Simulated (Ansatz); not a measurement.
SnO: Wannier-function calculation (part 2 of 2)

Continued. System: SnO (4 atoms in the cell). Method: maximally localised Wannier functions of HSE06 bands, plane waves, PAW, no spin polarisation (Ansatz 0.2.0); cutoff 420 eV, 4×4×4 k-mesh, Fermi–Dirac smearing of 0.02 eV. The structure derives from an entry of the Crystallography Open Database. The geometry comes from this level: r2scan-rvv10. It belongs to a series of runs on one base structure; here: anion s p.

Geometry of the input (Å; fractional positions):
```
3.7926  0.0000  0.0000
0.0000  3.7926  0.0000
0.0000  0.0000  4.7582
Sn 0.5000  0.0000  0.2410
Sn 0.0000  0.5000  0.7590
O  0.0000  0.0000  0.0000
O  0.5000  0.5000  0.0000
```

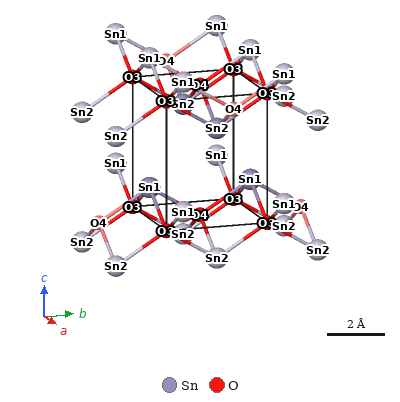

**Figure 1.** The structure (ball-and-stick view of the cell of the calculation, seen slightly off an axis; neighbours outside the cell are drawn fainter; atoms are numbered from 1 in the order of the input). An atom can appear more than once, as a periodic image.

**File bands.tsv**
```
# k_distance	band_0	band_1	band_2	band_3	band_4	band_5	band_6	band_7	band_8	band_9	band_10	band_11	band_12	band_13	band_14	band_15	band_16	band_17	band_18	band_19	band_20	band_21	band_22	band_23	band_24	band_25
# fermi_ev = 10.319537
# lock_threshold_ev = 1e-6
# [0, 0, 0] at k_distance = 0.000000
# [0, 0.5, 0] at k_distance = 0.828337
# [0.5, 0.5, 0] at k_distance = 1.656675
# [0, 0, 0.5] at k_distance = 3.001372
# [0, 0.5, 0.5] at k_distance = 3.829709
# [0.5, 0.5, 0.5] at k_distance = 4.658047
# [0.05, 0.05, 0] at k_distance = 5.902023
# levels_relative_to = fermi_ev
# free_energy_ev = -13190.898555
# largest_residual_norms_ev = 2.050e-4 2.367e-4 1.727e-4 1.866e-4 2.133e-4 1.755e-4 1.748e-4 1.669e-4 1.779e-4 2.307e-4 1.806e-4 2.075e-4 6.192e-4 7.264e-4 9.314e-4 9.870e-4 1.901e-3 1.293e-3 1.061e-3 9.292e-4 1.366e-3 1.330e-3 1.101e-3 1.559e-3 1.670e-3 1.669e-3
0.000000	-24.621022	-24.077921	-24.059939	-24.059939	-24.003796	-23.982310	-23.943311	-23.939109	-23.916471	-23.916471	-23.030353	-20.142788	-8.926350	-7.841057	-7.695976	-7.695976	-4.661559	-4.336862	-4.336862	-0.112952	2.732410	5.066965	5.104323	5.104323	6.542599	6.542599
0.828337	-24.468498	-24.468498	-24.027949	-24.027949	-24.015875	-24.015875	-23.960952	-23.960952	-23.914167	-23.914167	-21.393755	-21.393755	-8.766125	-8.766125	-6.268583	-6.268583	-6.154962	-6.154962	-3.512246	-3.512246	3.816343	3.816343	6.592369	6.592369	6.923676	6.923676
1.656675	-24.544797	-24.544797	-24.026527	-24.026527	-24.009822	-24.009822	-23.896605	-23.896605	-23.891587	-23.891587	-21.135801	-21.135801	-10.607710	-10.607710	-6.426976	-6.426976	-3.614720	-3.614720	-2.444480	-2.444480	0.126850	0.126850	4.955487	4.955487	8.362435	8.362435
3.001372	-24.600086	-24.099130	-24.020611	-24.020611	-23.982707	-23.972488	-23.964482	-23.959937	-23.959937	-23.951221	-22.982507	-20.143778	-10.715259	-7.572417	-7.572417	-4.742895	-4.348754	-4.348754	-3.214182	-3.079525	2.229127	3.245453	3.245453	3.974763	8.670709	8.694995
3.829709	-24.488519	-24.488519	-24.054451	-24.054451	-24.016842	-24.016842	-23.922710	-23.922710	-23.907701	-23.907701	-21.361333	-21.361333	-8.948872	-8.948872	-6.762655	-6.762655	-6.111995	-6.111995	-2.438414	-2.438414	3.113504	3.113504	5.977869	5.977869	7.615902	7.615902
4.658047	-24.515851	-24.515851	-24.013981	-24.013981	-24.009697	-24.009697	-23.956753	-23.956753	-23.899445	-23.899445	-21.078188	-21.078188	-10.469426	-10.469426	-6.912338	-6.912338	-3.614702	-3.614702	-3.373620	-3.373620	2.560677	2.560677	4.802668	4.802668	6.422567	6.422567
5.902023	-24.617894	-24.076301	-24.061017	-24.056572	-24.004713	-23.980623	-23.980266	-23.944528	-23.915971	-23.906309	-22.972887	-20.168829	-8.958868	-7.826989	-7.701184	-7.617110	-4.737777	-4.478352	-4.293803	-0.123999	2.892911	4.706870	4.772615	5.432771	6.361645	6.603903
```

**File rho_z.tsv**
```
# z_ang	rho[e/angstrom^3]
# format = ansatz-planar-average/11
# lattice	3.792648842	0.000000000	0.000000000
# lattice	0.000000000	3.792648842	0.000000000
# lattice	0.000000000	0.000000000	4.758213788
# sites	4
# site	50	1.896324421	0.000000000	1.146891718
# site	50	0.000000000	1.896324421	3.611322071
# site	8	0.000000000	0.000000000	0.000000000
# site	8	1.896324421	1.896324421	0.000000000
0.000000	1.041433e0
0.148694	9.782042e-1
0.297388	8.195400e-1
0.446083	6.544485e-1
0.594777	5.839760e-1
0.743471	6.415587e-1
0.892165	7.789122e-1
1.040859	9.007641e-1
1.189553	9.121178e-1
1.338248	7.878784e-1
1.486942	5.880337e-1
1.635636	3.975013e-1
1.784330	2.634066e-1
1.933024	1.862507e-1
2.081719	1.469532e-1
2.230413	1.288156e-1
2.379107	1.235313e-1
2.527801	1.288156e-1
2.676495	1.469532e-1
2.825189	1.862507e-1
2.973884	2.634066e-1
3.122578	3.975013e-1
3.271272	5.880337e-1
3.419966	7.878784e-1
3.568660	9.121178e-1
3.717355	9.007641e-1
3.866049	7.789122e-1
4.014743	6.415587e-1
4.163437	5.839760e-1
4.312131	6.544485e-1
4.460825	8.195400e-1
4.609520	9.782042e-1
```

**File wannier.spreads.toml**
```
omega_i_ang2 = 9.289663558001564
omega_d_ang2 = 0.003571822641715914
omega_od_ang2 = 0.8021120784908444
omega_total_ang2 = 10.095347459134125
least_projectability = 0.7781362030171821
b_vectors_match_mmn = true
n_iter = 22
converged = true
rejected_fitted_steps = 0

[[wannier]]
r = [0.0000000020118362447771477, -0.37291281109423285, -0.2573558418375593]
spread = 1.2619184292635475

[[wannier]]
r = [1.896324406409396, 2.2692372273882464, 0.25735585119535626]
spread = 1.2619184306025684

[[wannier]]
r = [0.3729128053397745, 0.000000011450024447729426, 0.2573558518489367]
spread = 1.261918431233448

[[wannier]]
r = [2.2692372314667013, 1.8963244247342497, -0.25735583648713]
spread = 1.2619184312569587

[[wannier]]
r = [-0.372912801367353, 0.000000004051578164834912, 0.25735585767122177]
spread = 1.2619184327044235

[[wannier]]
r = [1.8963244197150233, 1.5234116205253017, 0.2573558567057596]
spread = 1.2619184337894849

[[wannier]]
r = [1.5234116264744053, 1.8963244114375175, -0.25735587309895275]
spread = 1.261918434574259

[[wannier]]
r = [-0.00000000540372048738143, 0.37291279411674916, -0.2573558660995578]
spread = 1.2619184357095126

[[curvature_check]]
after_line_search = 8
omega_tilde_before_ang2 = 2.2418740084825868
krylov_steps = 62
lowest_ritz_value_ang2 = -0.6567217764307896
residual_ang2 = 1.101548665581914e-18
settled = true
first_negative_step = 2
curvature_along_ang2 = -0.8170906720486112
angle_rad = 1.3917261770386773
omega_tilde_after_ang2 = 1.4074785220674455
outcome = "escaped"

[[curvature_check]]
after_line_search = 22
omega_tilde_before_ang2 = 0.8056839011325604
krylov_steps = 29
lowest_ritz_value_ang2 = 0.5305969707428354
residual_ang2 = 6.202978438909205e-9
settled = true
outcome = "no-negative-curvature"
```

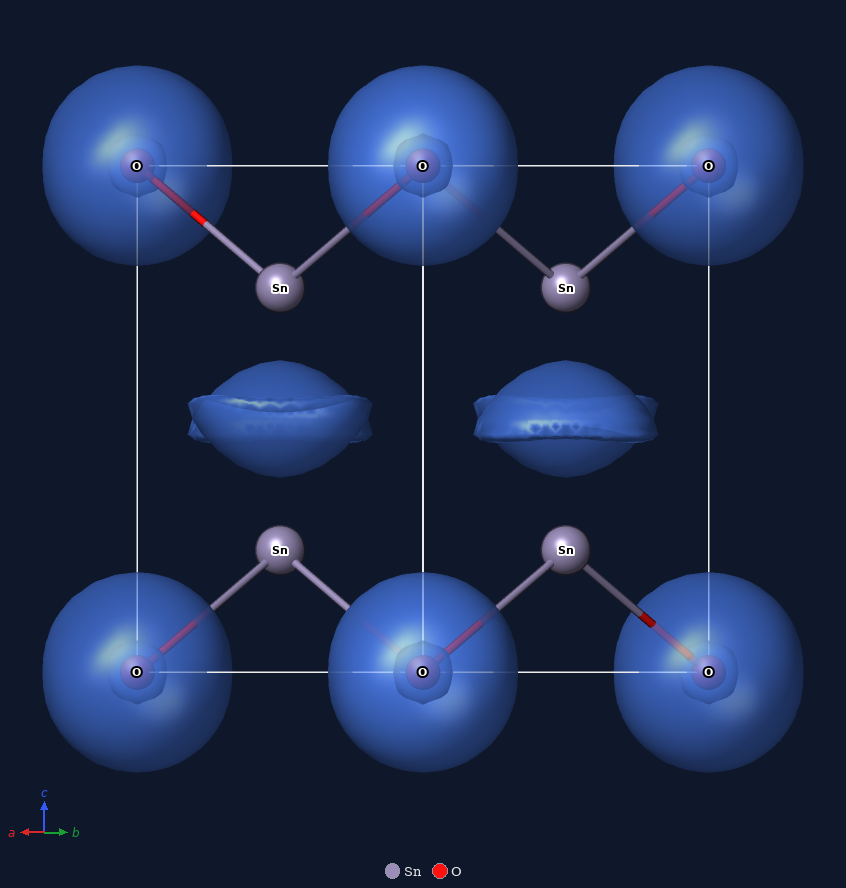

**Figure 2.** Isosurface of the electron localisation function at 0.6 (blue), seen along [110]. Core shells and regions of very low density are left out. Sticks mark near contacts. The outline is the cell set on symmetry axes. Profiles from the grid: Sn–O (2.22 Å): the ELF is about 0.20 at the midpoint. The fields are those of the smooth PAW valence density.

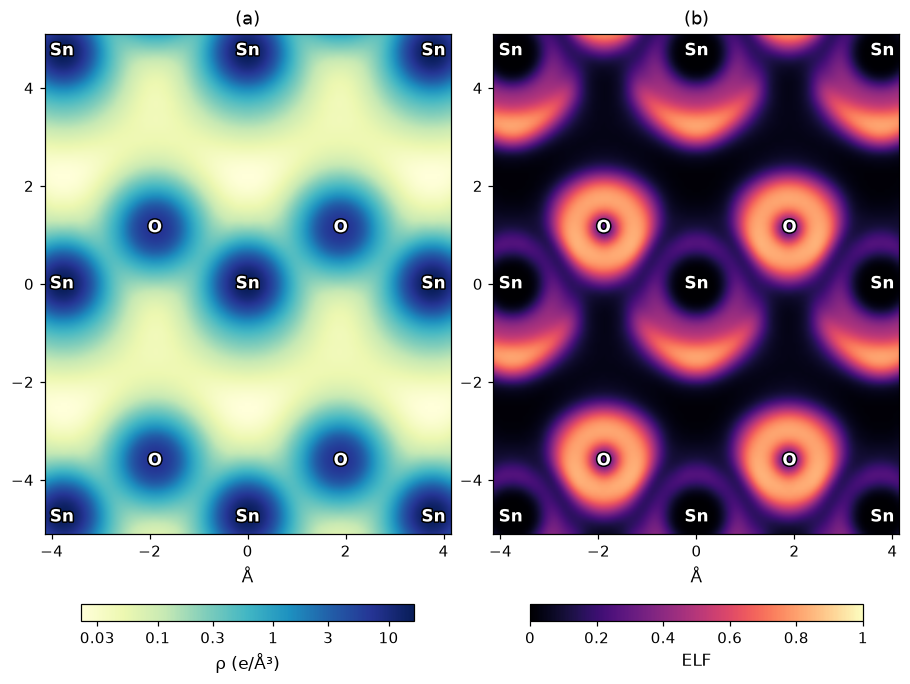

**Figure 3.** (a) valence pseudo-density; (b) ELF on the (010) plane of the conventional cell. Sn–O (2.22 Å): ρ at the midpoint is about 0.47 e/Å³; the ELF is about 0.20 at the midpoint. Away from the nuclei the density in this plane falls to 0.02 e/Å³ at its lowest.

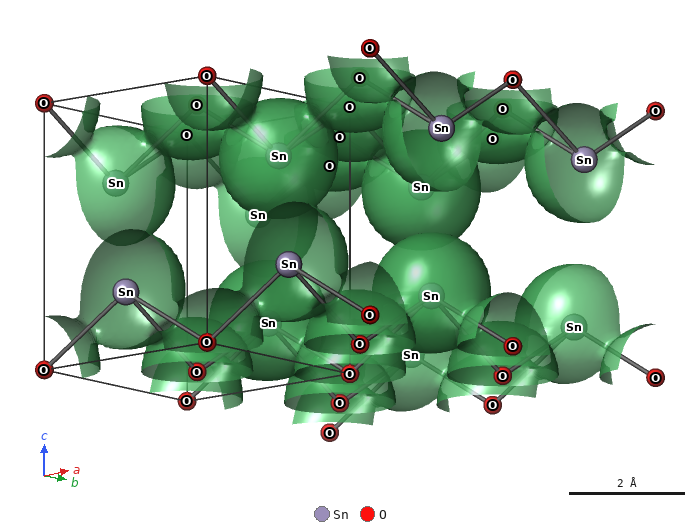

**Figure 4.** Isosurface of the valence pseudo-density at 0.4 e/Å³ (green), seen at an oblique angle. Sticks mark near contacts. The outline is the cell set on symmetry axes. At this value the density is joined into sheets; it holds about 80 % of the electrons treated as valence (semicore included). On the grid the lowest density along these lines, outside the cores, is 0.47 e/Å³ (Sn–O, 2.22 Å).

**Summary**

| quantity | value |
| --- | --- |
| outcome | converged |
| space group (tolerance 0.01 Å) | P4/nmm (129) |
| electrons treated | 40 |
| free energy | −13190.8986 eV |
| total spread of the Wannier functions | 10.095 Å² |
| Fermi energy | 10.320 eV |
| band gap | 0.24 eV |
| hardware | 4 threads of Arm Neoverse V1, 24 GiB of memory available, shared host |
| wall time | 87 s (CPU time 5.4 min) |
| peak memory | 1.3 GiB |
